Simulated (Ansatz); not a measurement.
## What a change does: single-point calculation on WSe$_{3}$

System: WSe$_{3}$ (I4/mmm, 4 atoms in the cell).
Method of run 1: DFT PBE, scalar-relativistic, plane waves, PAW, spin-polarised (Ansatz 0.2.0).

The structure was built on a prototype by a generator; it need not be a known phase. Text and figures count atoms from 1; the logs count them from 0 in places.

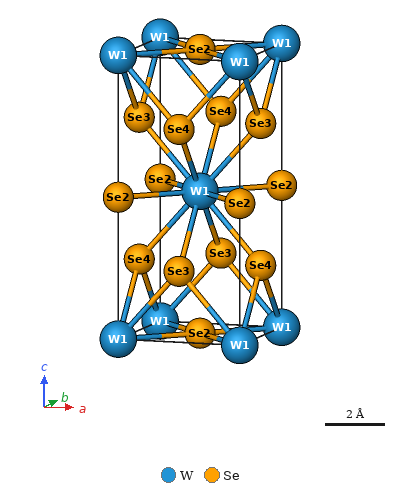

The input geometry (ball-and-stick view of the cell 2 times as large as that of the calculation, set on its symmetry axes, seen slightly off an axis; atoms are numbered from 1 in the order of the input).

Input file, run 1:
```yaml
crystal:
  lattice:
    - [-2.1972907733, 2.1972907733, 4.9082339352]
    - [2.1972907733, -2.1972907733, 4.9082339352]
    - [2.1972907733, 2.1972907733, -4.9082339352]
  atoms:
    - { symbol: W, position: [0.0, 0.0, 0.0] }
    - { symbol: Se, position: [0.5, 0.5, 0.0] }
    - { symbol: Se, position: [0.25, 0.75, 0.5] }
    - { symbol: Se, position: [0.75, 0.25, 0.5] }
basis:
  ecutwfc: 420
kpoints:
  mp_grid: { grid: [6, 6, 6] }
hamiltonian:
  xc: pbe
scf:
  occupations: { method: gaussian, width: 0.1 }
  lower_state_search: "off"
output:
  forces: true
  stress: true
  eigenvalues: true
  populations: true
magnetization:
  spin_polarized: true
```

Launched with:
```bash
ansatz run input.yaml --threads 1 --pin off --max-ram 2560MiB --backend cpu --events-out ev --progress --plain --runs-dir out
```

Hardware: 1 thread of Intel Xeon @ 2.50GHz (Skylake/Cascade Lake), 189 GiB of memory available, shared host.

Output, shortened to warnings, some set-up lines, iterations and results (run 1):
```
Basis set: ecut = 420 eV, 1865 PW (Γ), exchange–correlation on 80×80×80 points (8 copies of the dense FFT grid, shifted against one another)
Symmetry: 16 space group operations
k-points: 30 of 216
Initial density: superposition of atomic densities (chi_scale 0.1, normalization cell, long waves kept (reshape's long-wave potential 0.00 eV rms))
[...]
SCF iter   1: F=—  HF=-26782.431114 eV  |F-HF|=—  |Δ(HF+E_count)|=         —  Δρ=6.29e-2 (↑6.29e-2 ↓5.48e-2)  dr2=1.03e0  dr2_m=2.92e0  M=6.521 μB ∫|m|=6.617 μB  ethr=1.10e-3 …
SCF iter   2: F=—  HF=-26786.477321 eV  |F-HF|=—  |Δ(HF+E_count)|=         —  Δρ=2.69e-2 (↑2.69e-2 ↓2.22e-2)  dr2=5.07e-1  dr2_m=4.61e-1  M=3.387 μB ∫|m|=3.434 μB  β_m=0.30  …
SCF iter   3: F=—  HF=-26786.699040 eV  |F-HF|=—  |Δ(HF+E_count)|=   2.22e-1  Δρ=2.10e-2 (↑2.10e-2 ↓1.78e-2)  dr2=1.88e-1  dr2_m=2.98e-1  M=3.088 μB ∫|m|=3.168 μB  β_m=0.65  …
SCF iter   4: F=—  HF=-26787.093261 eV  |F-HF|=—  |Δ(HF+E_count)|=   3.94e-1  Δρ=9.36e-3 (↑9.36e-3 ↓4.22e-3)  dr2=2.59e-1  dr2_m=2.33e-2  M=2.434 μB ∫|m|=3.164 μB  β_m=0.58  …
SCF iter   5: F=—  HF=-26787.108991 eV  |F-HF|=—  |Δ(HF+E_count)|=   1.57e-2  Δρ=3.73e-3 (↑2.23e-3 ↓3.73e-3)  dr2=1.76e-2  dr2_m=5.97e-3  M=2.031 μB ∫|m|=3.241 μB  β_m=0.72  …
SCF iter   6: F=—  HF=-26787.116707 eV  |F-HF|=—  |Δ(HF+E_count)|=   7.72e-3  Δρ=1.91e-3 (↑1.42e-3 ↓1.91e-3)  dr2=8.60e-4  dr2_m=2.23e-3  M=1.967 μB ∫|m|=3.352 μB  β_m=0.86  …
SCF iter   7: F=—  HF=-26787.122756 eV  |F-HF|=—  |Δ(HF+E_count)|=   6.05e-3  Δρ=9.26e-4 (↑9.26e-4 ↓3.71e-4)  dr2=1.32e-3  dr2_m=3.02e-4  M=1.896 μB ∫|m|=3.519 μB  β_m=0.89  …
SCF iter   8: F=—  HF=-26787.122874 eV  |F-HF|=—  |Δ(HF+E_count)|=   1.18e-4  Δρ=3.30e-4 (↑3.30e-4 ↓2.33e-4)  dr2=4.74e-5  dr2_m=6.46e-5  M=1.894 μB ∫|m|=3.536 μB  β_m=0.92  …
SCF iter   9: F=—  HF=-26787.123008 eV  |F-HF|=—  |Δ(HF+E_count)|=   1.34e-4  Δρ=1.05e-4 (↑4.08e-5 ↓1.05e-4)  dr2=2.02e-5  dr2_m=3.66e-6  M=1.884 μB ∫|m|=3.563 μB  β_m=0.94  …
SCF iter  10: F=—  HF=-26787.123017 eV  |F-HF|=—  |Δ(HF+E_count)|=   8.70e-6  Δρ=2.44e-5 (↑1.55e-5 ↓2.44e-5)  dr2=1.59e-6  dr2_m=1.97e-7  M=1.883 μB ∫|m|=3.572 μB  β_m=0.96  …
SCF iter  11: F=—  HF=-26787.123017 eV  |F-HF|=—  |Δ(HF+E_count)|=   4.97e-7  Δρ=7.61e-6 (↑7.61e-6 ↓6.25e-6)  dr2=8.53e-8  dr2_m=2.80e-8  M=1.884 μB ∫|m|=3.574 μB  β_m=0.96  …
SCF iter  12: F=-26787.123017 eV  HF=-26787.123017 eV  |F-HF|=5.68e-10  |Δ(HF+E_count)|=   2.15e-8  Δρ=2.00e-6 (↑1.97e-6 ↓2.00e-6)  dr2=1.04e-8  dr2_m=1.82e-9  M=1.884 μB …
SCF 1 converged in 12 iterations: F = -26787.123017 eV  dr2 = 1.04e-8
SCF converged after 12 iterations
Magnetization: 1.8836 μB (31.9418 up, 30.0582 down)
Absolute magnetization: 3.5403 μB (∫|ρ↑−ρ↓|, with the PAW one-centre terms)
Spin contamination: 0.4922 ħ² per cell (⟨S²⟩ above its minimum at these occupations)
Per-site moments (μB) at R_I (Å): [(2.260532243093791, 1.2818183449822271), (-0.24061818285594502, 1.2818183449822271), (-0.2563046032112325, 1.281818344982227), (-0.2563046032112323, 1.281818344982227)]
Free energy (F): -26787.123017 eV
Harris-Foulkes:  -26787.123017 eV  (|F-HF|=5.68e-10)
Internal energy: -26787.105158 eV  (E = F + TS)
E sigma→0 (E₀):  -26787.114087 eV
Entropy (-TS):   -0.017860 eV (-4.465 meV/atom)
Fermi energy:    10.439802 eV
--- Per-component energies (eV) ---
  E_band       = -1312.903235
  E_kinetic    = 787.027159
  E_local      = -7594.054568  (includes V_loc(G=0)·N_el)
  E_nonlocal   = -1778.770424
  E_hartree    = 3634.480579
  E_xc         = -569.807011
  E_vxc        = -520.484684  (∫ρ·V_xc dr)
  E_paw        = -14300.117442  (= ΣΔE_a)
  E_vpaw       = 524.417804  (= ΣTr[D̂ρ^β])
  E_aug_tail   = -0.001828  (compensation charges beyond the density's cutoff)
  E_ewald      = -6965.861623
  E_smearing   = -0.017860  (= −TS)
  E_closure    = -0.000000  (closes the sum)
  Σ components = -26787.123017   (vs F -26787.123017, Δ=0.00e0)
--- Forces (eV/Å), atoms counted from 1 ---
  atom   1  W     -0.00000000     0.00000000     0.00000000
  atom   2  Se    -0.00000000     0.00000000    -0.00000000
  atom   3  Se     0.00000000    -0.00000000     0.00000000
  atom   4  Se    -0.00000000    -0.00000000     0.00000000
  max |Σ_I F_I| component: 2.78e-17 eV/Å
--- Stress (GPa, compression-positive) ---
      -12.596410      -0.000000       0.000000
       -0.000000     -12.596410      -0.000000
        0.000000       0.000000     -13.824838
  P = ⅓ Tr σ = -13.0059 GPa (-130.059 kbar)
--- Löwdin populations: 4 sites ---
  site symbol       q [e]    m [muB]
     0      W     13.3468     2.7676
     1     Se     16.2834    -0.2975
     2     Se     16.0797    -0.3067
     3     Se     16.0797    -0.3067
  spilling = 0.003395 (of n_electrons = 62.000000)
```

The input of run 2 differs as follows (lines with − go, lines with + come):
```diff
-  populations: true
-magnetization:
-  spin_polarized: true
```

How does run 2 compare with run 1?

With the same functional and potentials, run 2 lies 56.4 meV per atom higher. The pressure goes from −13.01 to −16.06 GPa. The SCF takes 8 iterations against 12. On the same kind of shared host run 2 took about 0.42 times as long. The two runs start from different initial densities, which also moves the count.

Output, shortened to warnings, some set-up lines, iterations and results (run 2):
```
Basis set: ecut = 420 eV, 1865 PW (Γ), exchange–correlation on 80×80×80 points (8 copies of the dense FFT grid, shifted against one another)
Symmetry: 16 space group operations
k-points: 30 of 216
Initial density: superposition of atomic densities (neutral atoms: chi_scale 0, normalization atom), corrected by the library's trained network
[...]
SCF iter   1: F=—  HF=-26786.910483 eV  |F-HF|=—  |Δ(HF+E_count)|=         —  Δρ=9.16e-3  dr2=1.41e-1  ethr=1.77e-3  ⟨swp⟩=5.8  Hψ=4235  notcnv=0
SCF iter   2: F=—  HF=-26786.899721 eV  |F-HF|=—  |Δ(HF+E_count)|=   1.08e-2  Δρ=3.65e-3  dr2=3.14e-2  ethr=2.27e-4  ⟨swp⟩=1.0  Hψ=1380  notcnv=0
SCF iter   3: F=—  HF=-26786.897601 eV  |F-HF|=—  |Δ(HF+E_count)|=   2.12e-3  Δρ=8.38e-4  dr2=1.60e-3  ethr=5.07e-5  ⟨swp⟩=1.0  Hψ=1110  notcnv=0
SCF iter   4: F=—  HF=-26786.897498 eV  |F-HF|=—  |Δ(HF+E_count)|=   1.03e-4  Δρ=2.36e-4  dr2=8.83e-5  ethr=2.58e-6  ⟨swp⟩=2.6  Hψ=1719  notcnv=0
SCF iter   5: F=—  HF=-26786.897481 eV  |F-HF|=—  |Δ(HF+E_count)|=   1.78e-5  Δρ=1.42e-4  dr2=3.28e-5  ethr=1.42e-7  ⟨swp⟩=2.0  Hψ=1911  notcnv=0
SCF iter   6: F=—  HF=-26786.897477 eV  |F-HF|=—  |Δ(HF+E_count)|=   3.44e-6  Δρ=4.70e-5  dr2=3.38e-6  ethr=5.29e-8  ⟨swp⟩=2.2  Hψ=2032  notcnv=0
SCF iter   7: F=—  HF=-26786.897478 eV  |F-HF|=—  |Δ(HF+E_count)|=   6.38e-7  Δρ=1.38e-5  dr2=2.58e-7  ethr=5.45e-9  ⟨swp⟩=2.0  Hψ=1700  notcnv=0
SCF iter   8: F=-26786.897478 eV  HF=-26786.897478 eV  |F-HF|=4.93e-9  |Δ(HF+E_count)|=   4.49e-9  Δρ=5.05e-6  dr2=2.36e-8  ethr=1.61e-10  ⟨swp⟩=7.8  Hψ=4533  notcnv=0
SCF 1 converged in 8 iterations: F = -26786.897478 eV  dr2 = 2.36e-8
SCF converged after 8 iterations
Free energy (F): -26786.897478 eV
Harris-Foulkes:  -26786.897478 eV  (|F-HF|=4.93e-9)
Internal energy: -26786.870967 eV  (E = F + TS)
E sigma→0 (E₀):  -26786.884222 eV
Entropy (-TS):   -0.026511 eV (-6.628 meV/atom)
Fermi energy:    10.357271 eV
--- Per-component energies (eV) ---
  E_band       = -1316.549167
  E_kinetic    = 783.710701
  E_local      = -7587.899883  (includes V_loc(G=0)·N_el)
  E_nonlocal   = -1778.874533
  E_hartree    = 3630.182735
  E_xc         = -568.131633
  E_vxc        = -518.257905  (∫ρ·V_xc dr)
  E_paw        = -14299.994903  (= ΣΔE_a)
  E_vpaw       = 524.406018  (= ΣTr[D̂ρ^β])
  E_aug_tail   = -0.001828  (compensation charges beyond the density's cutoff)
  E_ewald      = -6965.861623
  E_smearing   = -0.026511  (= −TS)
  E_closure    = -0.000000  (closes the sum)
  Σ components = -26786.897478   (vs F -26786.897478, Δ=0.00e0)
--- Forces (eV/Å), atoms counted from 1 ---
  atom   1  W     -0.00000000     0.00000000    -0.00000000
  atom   2  Se    -0.00000000     0.00000000    -0.00000000
  atom   3  Se     0.00000000     0.00000000     0.00000000
  atom   4  Se    -0.00000000     0.00000000     0.00000000
  max |Σ_I F_I| component: 1.73e-17 eV/Å
--- Stress (GPa, compression-positive) ---
      -14.115832       0.000000      -0.000000
        0.000000     -14.115832       0.000000
       -0.000000      -0.000000     -19.942752
  P = ⅓ Tr σ = -16.0581 GPa (-160.581 kbar)
```

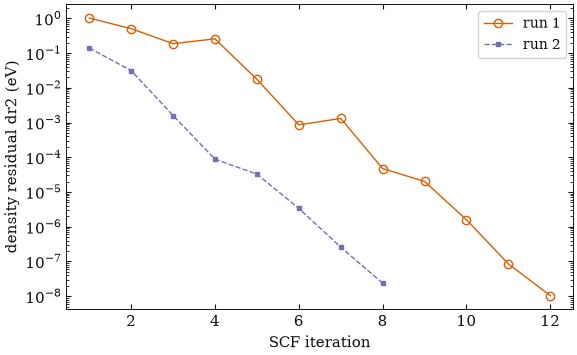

Convergence of the two runs: density residual dr2 against the SCF iteration. Run 1 takes 12 iterations in all, and run 2 takes 8.

The two runs side by side:

```csv
quantity,run 1,run 2
outcome,converged,converged
free energy per atom (eV),−6696.7808,−6696.7244
"energy per atom, smearing taken to zero (eV)",−6696.7785,−6696.7211
gap on the mesh (eV),0.00,0.00
net moment of the cell (μB),1.88,–
absolute moment of the cell (μB),3.54,–
pressure (GPa),−13.01,−16.06
largest force (eV/Å),0.000,0.000
SCF iterations,12,8
irreducible k-points,30,30
plane waves at Γ,1865,1865
wall time (shared host),51 s,21 s
```

For both runs: Spin–orbit coupling is left out, which matters for W. For run 1: Warnings: spin is on but no starting moments are given. The cell is under a tension of 13.0 GPa at this level, so it is not at its equilibrium volume. For run 2: The cell is under a tension of 16.1 GPa at this level, so it is not at its equilibrium volume.
